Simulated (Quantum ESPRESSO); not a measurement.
# Energy of Sb along an even scaling of the cell

System: Sb (4 atoms in the cell).
Method: Kohn-Sham DFT of a periodic cell, PBEsol, GBRV 1.5 PBEsol, no spin polarisation (Quantum ESPRESSO 7.5).

The 7 runs differ only in the geometry, by an even scaling of the cell at fixed fractional positions. The structure derives from a Materials Project entry.

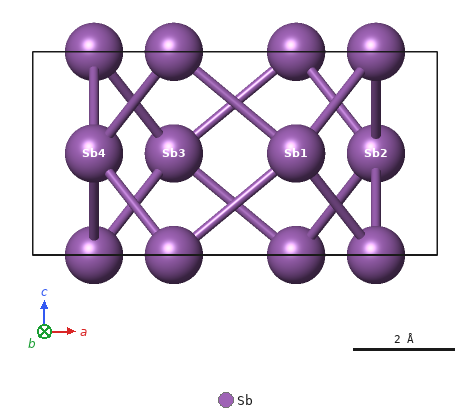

Figure 1. The structure of run 4 (ball-and-stick view of the cell 2 times as large as that of the calculation, set on its symmetry axes, along the b axis; atoms are numbered from 1 in the order of the input). An atom can appear more than once, as a periodic image.

### The input of run 4
```
&CONTROL
  calculation = 'scf'
  prefix = 'pwscf'
  outdir = './tmp'
  pseudo_dir = './pseudo'
  tprnfor = .true.
  tstress = .true.
  disk_io = 'low'
/
&SYSTEM
  ibrav = 0
  celldm(1) = 8
  nat = 4
  ntyp = 1
  ecutwfc = 45
  ecutrho = 360
  nbnd = 40
  occupations = 'smearing'
  smearing = 'fd'
  degauss = 0.00367493
/
&ELECTRONS
  conv_thr = 8d-10
  electron_maxstep = 120
  mixing_beta = 0.5
/
ATOMIC_SPECIES
Sb   121.7600 sb_pbesol_v1.4.uspp.F.UPF
CELL_PARAMETERS alat
 -0.9519520496317   0.9519520496317   0.4784518924066
  0.9519520496317  -0.9519520496317   0.4784518924066
  0.9519520496317   0.9519520496317  -0.4784518924066
ATOMIC_POSITIONS crystal
Sb     0.6512630600    0.1512630600    0.8025261200
Sb     0.1512630600    0.3487369400    0.5000000000
Sb     0.3487369400    0.8487369400    0.1974738800
Sb     0.8487369400    0.6512630600    0.5000000000
K_POINTS automatic
7 7 7 0 0 0
```

### File pp_density.in of run 4
```
&INPUTPP
  prefix = 'pwscf'
  outdir = './tmp'
  filplot = 'density.dat'
  plot_num = 0
/
&PLOT
  nfile = 1
  filepp(1) = 'density.dat'
  iflag = 3
  output_format = 6
  fileout = 'density.cube'
/
```

### File pp_potential.in of run 4
```
&INPUTPP
  prefix = 'pwscf'
  outdir = './tmp'
  filplot = 'potential.dat'
  plot_num = 11
/
&PLOT
  nfile = 1
  filepp(1) = 'potential.dat'
  iflag = 3
  output_format = 6
  fileout = 'potential.cube'
/
```

Command:
```bash
OMP_NUM_THREADS=1 mpirun -n 2 pw.x -nk 2 -in pw.in > pw.out
OMP_NUM_THREADS=1 mpirun -n 1 pp.x -in pp_density.in > pp_density.out
OMP_NUM_THREADS=1 mpirun -n 1 pp.x -in pp_potential.in > pp_potential.out
```

Lattice vectors (Å) and fractional positions of run 4:
```
  -4.030011    4.030011    2.025487
   4.030011   -4.030011    2.025487
   4.030011    4.030011   -2.025487
Sb  0.651263  0.151263  0.802526
Sb  0.151263  0.348737  0.500000
Sb  0.348737  0.848737  0.197474
Sb  0.848737  0.651263  0.500000
```

Run 2 has the same physical settings and fractional positions; its lattice vectors (Å) are:
```
  -3.975544    3.975544    1.998112
   3.975544   -3.975544    1.998112
   3.975544    3.975544   -1.998112
```

### Results, with one run withheld

```csv
run,volume per atom (Å³),"free energy per atom, from the lowest run given (meV)",pressure (GPa)
1,30.922,13.13,2.67
2,31.580,?,?
3,32.238,0.00,0.18
4,32.896,0.55,−0.87
5,33.554,5.20,−1.80
6,34.212,13.46,−2.64
7,34.870,24.97,−3.37
```

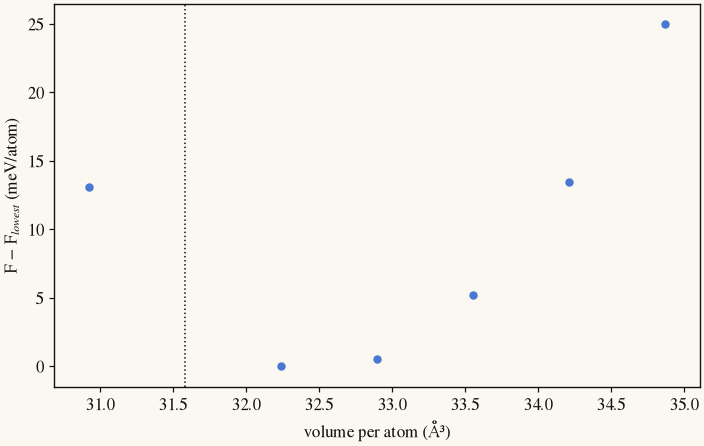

Figure 2. Free energy per atom of the runs given; the dotted line marks run 2.

What should run 2 give?

A cubic polynomial in V^(−2/3) (the Birch–Murnaghan form), fitted to the 6 runs given, misses them by at most 0.01 meV per atom. With x = V^(−2/3) − 0.09706 Å⁻², it reads F = 1.4092 − 2903.9 x + 1.228e+06 x² + 4.1464e+06 x³ (meV per atom). At run 2 it gives 4.00 meV per atom, and the run itself gives 4.00. The slope of the fit gives a pressure −dF/dV of 1.58 GPa there, and the run prints 1.35 GPa. The two needn't agree exactly: the fit is approximate, and the printed stress is taken on a finite basis. The fit has its minimum at 32.479 Å³ per atom, where V d²F/dV² gives 52.6 GPa. Cell shape and fractional positions are held, so this is the stiffness under even scaling; the relaxed bulk modulus wasn't computed.

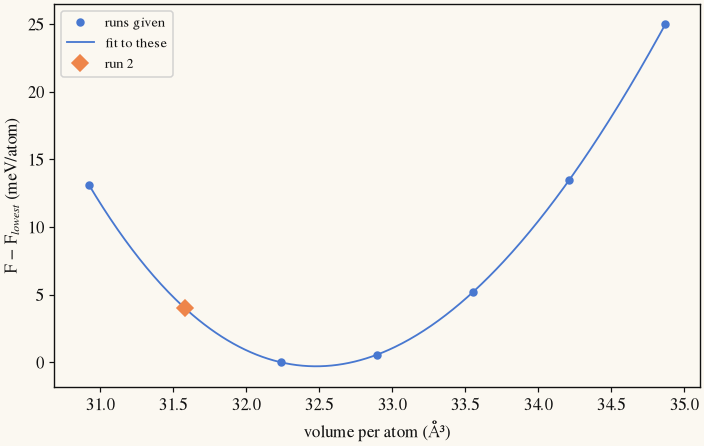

Figure 3. The fit and the withheld run.

### Some lines of the output (run 2)
```
[...]
     total energy              =    -737.46174871 Ry
     total energy              =    -738.31215961 Ry
     total energy              =    -738.32196803 Ry
     total energy              =    -738.32294260 Ry
     total energy              =    -738.32305549 Ry
     total energy              =    -738.32306133 Ry
     total energy              =    -738.32306221 Ry
     total energy              =    -738.32306225 Ry
     total energy              =    -738.32306226 Ry
     the Fermi energy is     9.2615 ev
!    total energy              =    -738.32306226 Ry
     The total energy is F=E-TS. E is the sum of the following terms:
     Computing stress (Cartesian axis) and pressure
          total   stress  (Ry/bohr**3)                   (kbar)     P=       13.51
```
